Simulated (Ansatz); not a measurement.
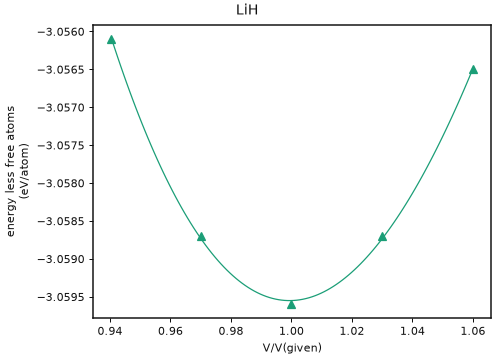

Plotted: energy less free atoms against V/V(given) for LiH, space group Fm-3m (No. 225) (cell built by us, not taken from a database).

Starting cell:
```
Li H
1.0
     0.00000    2.00349    2.00349
     2.00349    0.00000    2.00349
     2.00349    2.00349    0.00000
Li H
1 1
Direct
  0.00000 0.00000 0.00000
  0.50000 0.50000 0.50000
```

Method: periodic Kohn-Sham DFT of a crystal at fixed atoms, scaled to the stated factor times the given cell; pressure positive in compression, energy less spherical unpolarised free atoms (Ansatz 0.2.0). Level: PBE.

method all-electron LAPW; relativity scalar; k mesh 14×14×14; occupations Fermi–Dirac; smearing width 0.08 eV; basis error target 1 (meV/atom); nucleus Gaussian.

V(given) is 8.04 Å³/atom.

From this curve and the settings, what does the calculation give for the pressure at the same points?

The pressure falls from 2.440 GPa at V/V(given) 0.941 to −1.928 GPa at 1.060, and changes sign near 1.000.

```json
{"V/V(given)": "0.941", "pressure (GPa)": "2.440"}
{"V/V(given)": "0.970", "pressure (GPa)": "1.142"}
{"V/V(given)": "1.000", "pressure (GPa)": "-0.017"}
{"V/V(given)": "1.030", "pressure (GPa)": "-1.034"}
{"V/V(given)": "1.060", "pressure (GPa)": "-1.928"}
```
